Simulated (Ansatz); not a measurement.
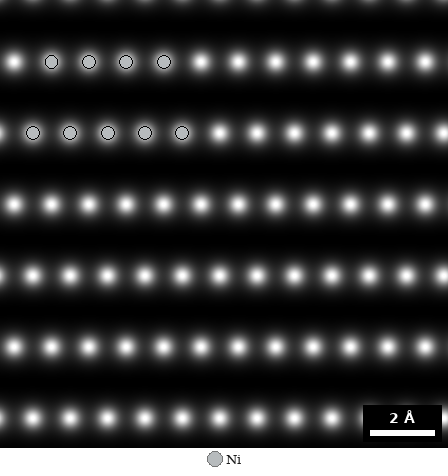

Projected-potential map of Ni (I4_1/amd, No. 141) along [201]. Computed as the sum of neutral-atom potentials (tabulated electron scattering factors, B = 0.8 Å²) projected along the beam and smoothed by 0.25 Å; brighter is more positive. Model: the end point of a relaxation with DFT PBE, scalar-relativistic, plane waves, PAW (Ansatz 0.2.0); the starting structure was generated, so it need not be a known form of this composition.

Coloured dots in one corner mark the columns of the model.

**Describe what the image shows.**

The columns repeat on a centred rectangular net of 1.17 × 4.45 Å (plane group c2mm). All columns are alike (Ni). The shortest distance between visible columns is 1.17 Å in projection. Along the beam the structure repeats every 9.23 Å.

**What mean inner potential do neutral atoms give for this crystal?**

About 26 V (the sum of the forward scattering factors over the cell volume; bonding usually lowers the true value).
